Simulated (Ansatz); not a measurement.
Consider Na.

Input

```
crystal:
  lattice:
    - [0.0, -4.2897293206, 4.0360866804]
    - [-4.2897293206, 0.0, -4.0360866804]
    - [4.2897293206, 0.0, -4.0360866804]
  atoms:
    - { symbol: Na, position: [0.5, 0.75, 0.25] }
    - { symbol: Na, position: [0.0, 0.5, 0.5] }
    - { symbol: Na, position: [0.5, 0.25, 0.75] }
    - { symbol: Na, position: [0.0, 0.0, 0.0] }
basis:
  ecutwfc: 420
kpoints:
  mp_grid: { grid: [8, 8, 8] }
hamiltonian:
  xc: pbe
scf:
  occupations: { method: gaussian, width: 0.1 }
output:
  forces: true
  stress: true
  eigenvalues: true
  write_density: true
  write_potential: true
  elf: true
  volumetric_format: npy
relax:
  adjacent_minimum: "off"
  f_tol: 0.015
  max_steps: 60
  cell: { stress_tol: 0.15 }
```

Run with:

```sh
ansatz run input.yaml --threads 1 --pin off --max-ram 2560MiB --backend cpu --events-out ev --progress --plain --runs-dir out
```

The fields are those of the relaxed geometry.

Space group I4/mmm; a structure from a database of computed crystals, not necessarily the ambient phase.

Method: DFT PBE, scalar-relativistic, plane waves, PAW (Ansatz 0.2.0).

What will maps of the valence pseudo-density and electron localisation function show?

Answer. Na–Na (3.64 Å): the density is about 0.03 e/Å³ at the midpoint; the ELF is about 0.40 at the midpoint.

Does the calculation give a band gap?

Answer. It is gapless in this calculation (a metal or semimetal).

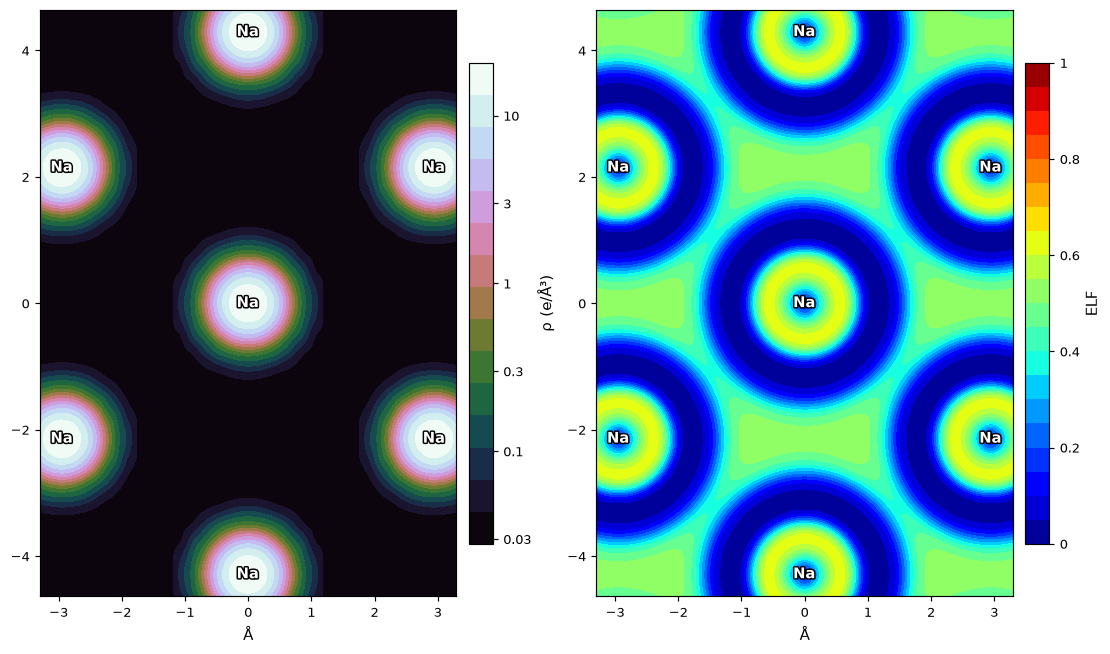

Computed valence pseudo-density and electron localisation function on the (011) plane of the calculation cell, in this order. 

The density is the valence pseudo-density of a PAW calculation; it isn't the true density close to the nuclei.
